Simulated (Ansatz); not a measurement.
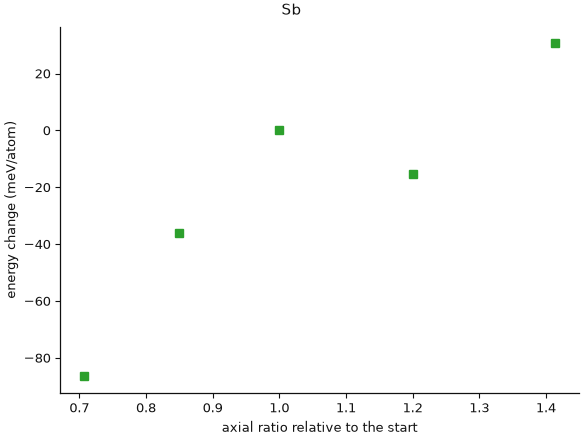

The figure shows the energy change against relative axial ratio for Sb, space group Fm-3m (No. 225).

Starting cell:
```yaml
crystal:
  lattice:
    - [0.00000, 2.37124, 2.37124]
    - [2.37124, 0.00000, 2.37124]
    - [2.37124, 2.37124, 0.00000]
  atoms:
    - { symbol: Sb, position: [0.00000, 0.00000, 0.00000] }
```

Computed with Ansatz 0.2.0: deformation of a crystal at fixed volume, lengths along the axis scaled against those across it, fractional coordinates fixed, by plane-wave density functional theory with PAW datasets, free energies less that of the undisturbed cell; scalar-relativistic. Level: PBEsol, no spin polarisation.

wave cutoff 420 eV; k mesh 20×20×20; occupations Gaussian; smearing width 0.15 eV; k shift (0, 0, 0) (mesh steps); start as given; path tetragonal; axis direction (0, 0, 1) (Cartesian unit vector).

Q: Where does the curve of the energy change have its lowest point?

A: The lowest computed point is at relative axial ratio 0.707 (−86 meV/atom), at the edge of the range, so the minimum may lie beyond it; there is a further local minimum at 1.200 (−15 meV/atom); the curve passes over a maximum at 1.000 (0 meV/atom).

Limits of the calculation: reference crystal is not relaxed.
